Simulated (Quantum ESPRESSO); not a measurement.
## MoS$_{2}$: single-point calculation (part 2 of 2)

The same run, continued: MoS$_{2}$ (P6₃/mmc, 6 atoms in the cell); Kohn-Sham DFT of a periodic cell, PBE, SG15 PBE 1.2, no spin polarisation (Quantum ESPRESSO 7.5); cutoff 952.4 eV, 10×10×3 k-mesh, fermi-dirac of 0.05 eV. The structure derives from an entry of the Crystallography Open Database. The volume is scaled by 0.98.

Geometry of the input (Å; fractional positions):
```
3.1477  0.0000  0.0000
-1.5739  2.7260  0.0000
0.0000  0.0000  12.2413
Mo 0.6667  0.3333  0.7500
Mo 0.3333  0.6667  0.2500
S  0.6667  0.3333  0.3770
S  0.3333  0.6667  0.8770
S  0.6667  0.3333  0.1230
S  0.3333  0.6667  0.6230
```

### Log, continued
```
   -50.1607 -50.1607 -24.5173 -24.5173 -24.2996 -24.2996 -24.2247 -24.2247
    -2.0063  -1.8369  -1.7110  -1.5327   4.7274   5.0569   5.7155   6.0243
     6.1912   6.8837   7.4563   7.5364   8.5626   8.9693   9.4273   9.5622
     9.5965   9.8494  12.8620  12.9620  13.0348  13.5372  14.0775  14.7611
    14.9849  15.1738  17.1841  17.9102

          k = 0.0000 0.4619 0.0857 (  7021 PWs)   bands (ev):

   -50.1607 -50.1607 -24.5173 -24.5173 -24.2996 -24.2996 -24.2247 -24.2247
    -1.9781  -1.9032  -1.6425  -1.5631   4.7987   4.9618   5.7487   5.8570
     6.4711   6.7704   7.4753   7.5153   8.6315   8.8219   9.4702   9.5547
     9.6723   9.8034  12.8835  12.9330  13.1436  13.3793  14.3071  14.7340
    14.8657  15.0715  17.3449  17.7469

          k = 0.0000-0.5774 0.0000 (  7030 PWs)   bands (ev):

   -50.1565 -50.1565 -24.5562 -24.5562 -24.2913 -24.2913 -24.2338 -24.2338
    -1.7360  -1.6231  -1.5825  -1.4832   4.5081   4.8280   5.5143   5.7532
     6.0737   6.7543   7.3344   7.4162   8.5277   8.7884   9.5552   9.7611
     9.8670   9.9930  12.9383  12.9858  13.3474  13.6213  14.2174  14.8151
    15.1524  15.2665  16.6852  16.9547

          k = 0.0000-0.5774 0.0857 (  7022 PWs)   bands (ev):

   -50.1565 -50.1565 -24.5562 -24.5562 -24.2913 -24.2913 -24.2338 -24.2338
    -1.7180  -1.6704  -1.5386  -1.4978   4.5794   4.7389   5.5365   5.6244
     6.3244   6.6329   7.3539   7.3947   8.5809   8.7092   9.6067   9.7096
     9.9059   9.9674  12.9484  12.9719  13.4244  13.5610  14.3880  14.8280
    14.9264  15.1514  16.8412  17.0889

          k = 0.1000 0.1732 0.0000 (  6992 PWs)   bands (ev):

   -50.1885 -50.1885 -24.3545 -24.3544 -24.2493 -24.2493 -24.1663 -24.1663
    -3.3458  -3.0755  -2.3292  -1.9240   4.7723   5.7902   7.0658   7.1424
     7.1498   7.9996   8.2492   8.3594   8.3740   8.4001   9.4105  10.0680
    10.2204  10.4768  12.7358  13.0952  13.1994  13.3208  13.3850  13.4784
    14.1375  14.2969  18.6996  18.8662

          k = 0.1000 0.1732 0.0857 (  6984 PWs)   bands (ev):

   -50.1885 -50.1885 -24.3545 -24.3545 -24.2493 -24.2493 -24.1663 -24.1663
    -3.2932  -3.1633  -2.2089  -2.0116   4.9607   5.4342   7.1135   7.1380
     7.4658   7.8810   8.2636   8.3119   8.3912   8.3991   9.4811   9.7495
    10.3918  10.4651  12.8438  13.0195  13.2450  13.3083  13.3925  13.4372
    14.1819  14.2609  18.7482  18.8315

          k = 0.1000 0.2887 0.0000 (  6997 PWs)   bands (ev):

   -50.1763 -50.1763 -24.3601 -24.3601 -24.3305 -24.3304 -24.2006 -24.2006
    -2.8216  -2.5725  -2.0845  -1.7541   5.1151   5.8365   6.5765   6.6199
     6.8954   7.1128   7.5378   7.8115   8.6955   8.7370   9.3496   9.7768
     9.7894   9.8554  12.3184  12.9828  13.0379  13.2187  13.4980  13.7758
    14.5960  14.9723  19.2345  19.4950

          k = 0.1000 0.2887 0.0857 (  7009 PWs)   bands (ev):

   -50.1763 -50.1763 -24.3601 -24.3601 -24.3305 -24.3304 -24.2006 -24.2006
    -2.7751  -2.6573  -1.9799  -1.8214   5.2536   5.5960   6.5612   6.6170
     7.0426   7.1241   7.6012   7.7512   8.7055   8.7257   9.4011   9.5873
     9.8405   9.8596  12.4915  12.8135  13.0660  13.1907  13.5855  13.7230
    14.6928  14.8800  19.1316  19.2570

          k = 0.1000 0.4041 0.0000 (  7009 PWs)   bands (ev):

   -50.1641 -50.1641 -24.4686 -24.4686 -24.3063 -24.3063 -24.2351 -24.2351
    -2.2090  -2.0095  -1.7993  -1.5721   5.0045   5.3683   5.9665   6.2002
     6.3988   7.0059   7.2216   7.5515   8.7246   8.8515   8.9584   9.2352
     9.7759   9.8444  12.4637  13.0248  13.1635  13.4782  13.6696  14.3807
    14.7451  15.3770  18.0218  18.8142

          k = 0.1000 0.4041 0.0857 (  7002 PWs)   bands (ev):

   -50.1641 -50.1641 -24.4686 -24.4686 -24.3063 -24.3063 -24.2351 -24.2351
    -2.1745  -2.0840  -1.7179  -1.6135   5.0821   5.2614   5.9982   6.0931
     6.5856   6.8385   7.3733   7.5190   8.7336   8.7889   9.0254   9.1518
     9.8038   9.8349  12.6097  12.8976  13.1822  13.2912  13.9484  14.2541
    14.8904  15.2018  18.1414  18.5008

          k = 0.1000 0.5196 0.0000 (  7026 PWs)   bands (ev):

   -50.1565 -50.1565 -24.5347 -24.5347 -24.2913 -24.2913 -24.2564 -24.2564
    -1.7515  -1.6281  -1.5827  -1.4652   4.7104   5.0176   5.5306   5.6485
     6.1858   6.8380   7.2284   7.4350   8.5733   8.8062   8.9338   9.0351
    10.0206  10.1785  12.8558  13.0461  13.3408  13.6557  14.1305  14.5387
    14.8771  15.3995  17.0136  17.4475

          k = 0.1000 0.5196 0.0857 (  7018 PWs)   bands (ev):

   -50.1565 -50.1565 -24.5347 -24.5347 -24.2913 -24.2913 -24.2564 -24.2564
    -1.7322  -1.6806  -1.5317  -1.4830   4.7787   4.9318   5.5429   5.5916
     6.3572   6.6560   7.3363   7.4267   8.6155   8.7503   8.9258   9.0047
    10.0686  10.1455  12.9034  12.9973  13.3994  13.5449  14.3315  14.6161
    14.7958  15.1317  17.2398  17.5155

          k = 0.2000 0.3464 0.0000 (  6990 PWs)   bands (ev):

   -50.1654 -50.1654 -24.4363 -24.4363 -24.3089 -24.3088 -24.2532 -24.2532
    -2.2850  -2.0754  -1.8298  -1.5839   5.1795   5.5736   6.1689   6.3411
     6.6986   6.7937   7.0000   7.5303   8.3076   8.3395   9.3419   9.4105
     9.8084   9.8151  12.2361  13.1083  13.1988  13.2726  13.4760  13.9760
    14.8678  15.5298  18.8406  19.1634

          k = 0.2000 0.3464 0.0857 (  7001 PWs)   bands (ev):

   -50.1654 -50.1654 -24.4363 -24.4363 -24.3089 -24.3088 -24.2532 -24.2532
    -2.2484  -2.1526  -1.7437  -1.6297   5.2661   5.4617   6.2080   6.2949
     6.6734   6.6839   7.2641   7.4952   8.2983   8.3154   9.3230   9.3624
     9.8142   9.8181  12.4169  12.8018  13.2307  13.3065  13.6383  13.8802
    15.0341  15.3610  18.8736  19.0099

          k = 0.2000 0.4619 0.0000 (  7021 PWs)   bands (ev):

   -50.1565 -50.1565 -24.4896 -24.4896 -24.3034 -24.3034 -24.2914 -24.2913
    -1.7752  -1.6370  -1.5809  -1.4379   5.1063   5.3763   5.4864   5.5920
     6.5948   6.9198   7.0284   7.5612   7.7288   8.0339   8.7412   9.1200
    10.0239  10.1397  12.6003  13.1093  13.4533  13.4563  13.7037  14.2940
    14.9615  15.7194  17.7522  18.3374

          k = 0.2000 0.4619 0.0857 (  7021 PWs)   bands (ev):

   -50.1565 -50.1565 -24.4896 -24.4896 -24.3034 -24.3034 -24.2914 -24.2913
    -1.7539  -1.6961  -1.5206  -1.4605   5.1651   5.2955   5.5232   5.5714
     6.6050   6.7384   7.2629   7.4976   7.8261   7.9804   8.7986   8.9959
    10.0575  10.1142  12.7229  12.9757  13.4398  13.4614  13.8507  14.1439
    15.1342  15.5014  17.9869  18.3040

          k = 0.2000 0.5774 0.0000 (  7024 PWs)   bands (ev):

   -50.1531 -50.1531 -24.5082 -24.5082 -24.3241 -24.3241 -24.2847 -24.2846
    -1.5454  -1.4693  -1.4606  -1.3916   5.0955   5.2111   5.3045   5.3421
     6.3340   6.8474   7.1362   7.5702   7.6731   7.9892   8.4510   8.9083
    10.2423  10.4328  12.6916  12.7834  13.5300  13.8253  13.9045  14.4241
    15.0204  15.7119  17.3210  17.6490

          k = 0.2000 0.5774 0.0857 (  7039 PWs)   bands (ev):

   -50.1531 -50.1531 -24.5082 -24.5082 -24.3241 -24.3241 -24.2847 -24.2846
    -1.5343  -1.5046  -1.4271  -1.4009   5.1401   5.2026   5.2966   5.3118
     6.3965   6.6130   7.3467   7.5221   7.7840   7.9622   8.5061   8.7527
    10.2944  10.3875  12.7184  12.7647  13.6697  13.8051  13.9500  14.2175
    15.1625  15.5000  17.5278  17.7324

          k = 0.3000 0.5196 0.0000 (  7050 PWs)   bands (ev):

   -50.1518 -50.1518 -24.4707 -24.4707 -24.3777 -24.3777 -24.2821 -24.2821
    -1.4672  -1.4130  -1.4098  -1.3571   5.0247   5.1846   5.5167   5.6781
     6.6418   6.6669   7.0079   7.1967   7.2483   7.6175   8.4625   8.7920
    10.3830  10.5485  12.4741  12.5525  13.2137  13.9740  14.1927  14.2456
    15.3990  15.7844  17.3391  18.1474

          k = 0.3000 0.5196 0.0857 (  7053 PWs)   bands (ev):

   -50.1518 -50.1518 -24.4707 -24.4707 -24.3777 -24.3777 -24.2821 -24.2821
    -1.4596  -1.4391  -1.3841  -1.3643   5.0583   5.1362   5.5740   5.6565
     6.6238   6.6844   6.8765   6.9698   7.5911   7.7699   8.4361   8.6403
    10.4199  10.5018  12.4964  12.5348  13.4278  13.8685  14.1242  14.1723
    15.4632  15.6549  17.7192  18.1915

     the Fermi energy is    11.7266 ev

!    total energy              =    -356.49790480 Ry
     estimated scf accuracy    <          5.6E-10 Ry
     smearing contrib. (-TS)   =      -0.00000018 Ry
     internal energy E=F+TS    =    -356.49790462 Ry

     The total energy is F=E-TS. E is the sum of the following terms:
     one-electron contribution =    -174.19864766 Ry
     hartree contribution      =     108.57258109 Ry
     xc contribution           =     -49.55724045 Ry
     ewald contribution        =    -241.31459761 Ry

     convergence has been achieved in   9 iterations

     Forces acting on atoms (cartesian axes, Ry/au):

     atom    1 type  1   force =    -0.00000000   -0.00000000    0.00000000
     atom    2 type  1   force =     0.00000000    0.00000000   -0.00000000
     atom    3 type  2   force =    -0.00000000   -0.00000000    0.01129644
     atom    4 type  2   force =     0.00000000    0.00000000    0.01129644
     atom    5 type  2   force =    -0.00000000   -0.00000000   -0.01129644
     atom    6 type  2   force =     0.00000000    0.00000000   -0.01129644

     Total force =     0.022593     Total SCF correction =     0.000014

     Computing stress (Cartesian axis) and pressure

          total   stress  (Ry/bohr**3)                   (kbar)     P=       53.66
   0.00034499  -0.00000000  -0.00000000           50.75       -0.00       -0.00
  -0.00000000   0.00034499  -0.00000000           -0.00       50.75       -0.00
   0.00000000   0.00000000   0.00040435            0.00        0.00       59.48

=------------------------------------------------------------------------------=
   JOB DONE.
=------------------------------------------------------------------------------=
```

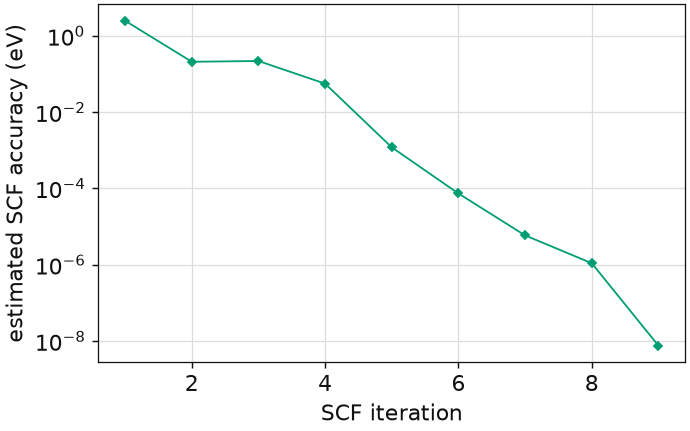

Fig. 1: Convergence of the self-consistent field: estimated SCF accuracy against the iteration. The field takes 9 iterations in all.

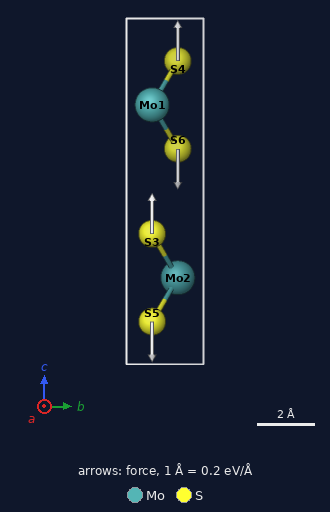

Fig. 2: Forces on the atoms as white arrows (ball-and-stick view of the cell of the calculation, along the a axis; atoms are numbered from 1 in the order of the input). The largest act on all 4 S atoms (0.29 eV/Å). The geometry is not a stationary point of this energy.

### Summary

| quantity | value |
| --- | --- |
| outcome | converged |
| space group (tolerance 0.01 Å) | P6₃/mmc (194) |
| electrons treated | 52 |
| free energy | −4850.4011 eV |
| Fermi energy | 11.727 eV |
| gap on the k-point mesh | 0.92 eV |
| pressure | 5.37 GPa |
| largest force (length of the vector) | 0.290 eV/Å |
| wall time | 53 s (CPU time 1.8 min) |
| peak memory | 0.3 GiB |

### Remarks

The cell is under a pressure of 5.4 GPa at this level, so it is not at its equilibrium volume.
